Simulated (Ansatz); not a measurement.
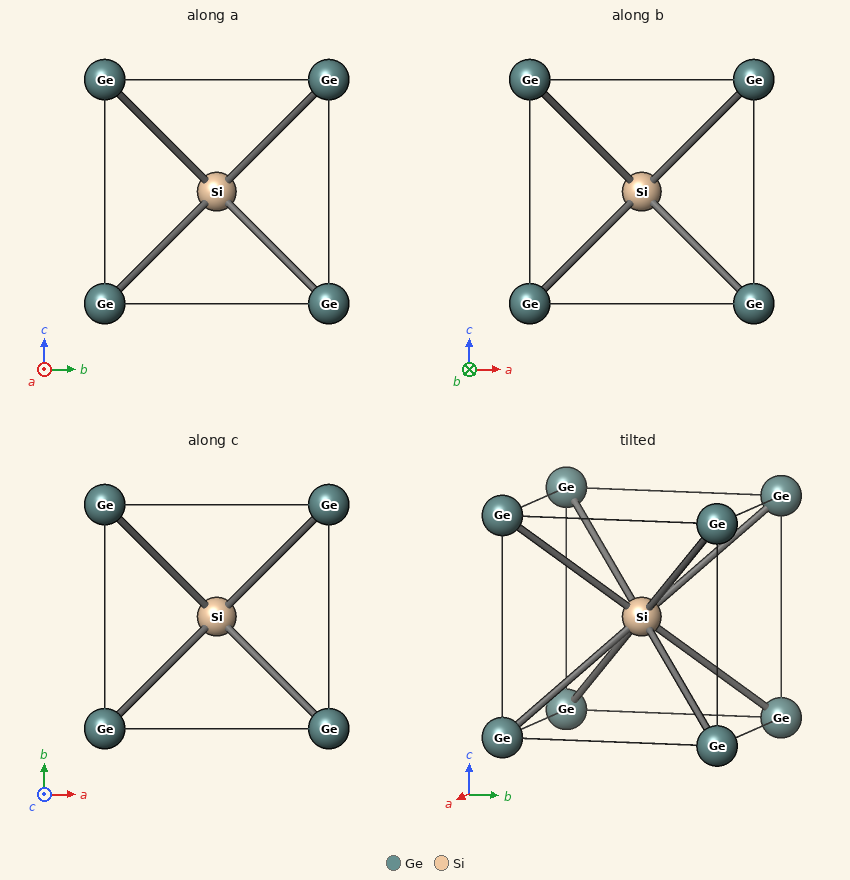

Crystal structure, ball-and-stick style, seen along the a axis, along the b axis, along the c axis and slightly off an axis. Atoms at the boundary of the conventional unit cell (the box) are drawn once for each face, edge or corner they touch.

Lattice parameters: a = 3.210 Å, b = 3.210 Å, c = 3.210 Å, α = 90.00°, β = 90.00°, γ = 90.00°. Put a along x and b in the xy plane.

Question: Put the structure into a POSCAR file.

Answer:
```
Ge Si
1.0
     3.210    0.000    0.000
     0.000    3.210    0.000
     0.000    0.000    3.210
Ge Si
1 1
Direct
  0.0000 0.0000 0.0000
  0.5000 0.5000 0.5000
```

The structure was taken from a structure type filled with these elements by a generator (whether the compound takes this form wasn't checked). Earlier steps of the study may have refined or changed the cell and positions. It went into a calculation with Ansatz.

At this level of theory the cell isn't at rest (forces up to 0.8 eV/Å), so its distances can differ from those at equilibrium, the more so the softer the solid.
